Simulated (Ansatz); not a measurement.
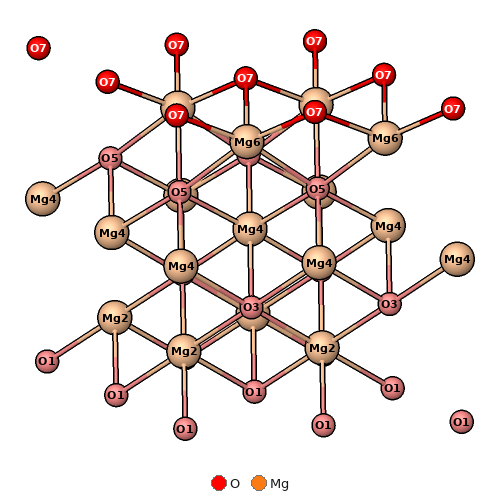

The system is O on a MgO(111) slab cut from the Fm-3m phase, its upper half relaxed before the scan (7 atoms of substrate and one adsorbate in a 1 × 1 cell); the picture shows it without the atoms that are moved over the map. 
- O is moved over the surface cell; relaxed at each place: the height of the adsorbate's atoms; substrate rigid; the origin of the map has the adsorbate above O7.
- Places are given modulo a cell vector. The map is drawn in real space over the plane of the surface.
- The grid has 6 × 6 points; 10 points were computed and 26 follow by symmetry.
- All energies are given in eV relative to the lowest grid point.
- Energies and slopes of some neighbouring points disagree (a jump in structure or state, or too coarse a mesh). The magnetic moment jumps between some neighbouring points. With one adsorbate in each 1 × 1 cell, its nearest image is 3.0 Å away, so neighbouring adsorbates interact.
- The calculation used Ansatz 0.2.0, DFT PBE, scalar-relativistic, plane waves, PAW. Settings: cutoff 420 eV, k-mesh 9×9×1, gaussian smearing 0.05 eV, spin-polarised.

Range: position of O8 along the first surface vector from 0.000 to 0.833; position of O8 along the second surface vector from 0.000 to 0.833.

### What landscape does the calculation give?

The lowest grid point is at the top site over a surface O atom, (0/6, 0/6) of the cell vectors. The highest grid point, a threefold hollow over a third-layer O atom, (2/6, 4/6) of the cell vectors, lies 3.09 eV above the lowest. At the lowest point the adsorbate has 1 O at 1.37 Å as nearest neighbours, at the highest 3 O at 1.84 Å. Its relaxed height above the top atom is 1.37 Å at the lowest and 0.61 Å at the highest point.

| second ↓, first → | 0/6 | 1/6 | 2/6 | 3/6 | 4/6 | 5/6 |
| --- | --- | --- | --- | --- | --- | --- |
| 5/6 | 0.20 | 0.45 | 1.38 | 1.38 | 0.45 | 0.20 |
| 4/6 | 0.57 | 1.38 | 3.09 | 1.38 | 0.57 | 0.39 |
| 3/6 | 1.63 | 1.38 | 1.38 | 1.63 | 1.71 | 1.71 |
| 2/6 | 0.57 | 0.45 | 0.57 | 1.71 | 2.16 | 1.71 |
| 1/6 | 0.20 | 0.20 | 0.39 | 1.71 | 1.71 | 0.39 |
| 0/6 | 0.00 | 0.20 | 0.57 | 1.63 | 0.57 | 0.20 |

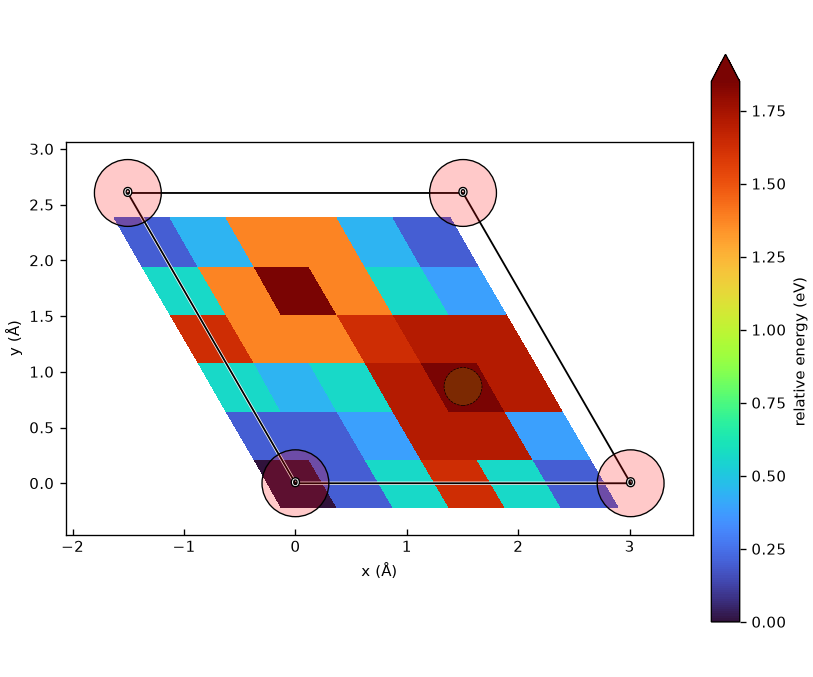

In the figure: one coloured cell a grid point, labelled circles for the atoms of the top layer and small ones for the second layer, the outline of one cell of the plane, one colour for all values above the top of the scale.

Time for the 10 points that were run: 10 min on 2 threads of Intel(R) Xeon(R) 6975P-C (Granite Rapids), on a shared host.

PAW datasets: the set soft_1.
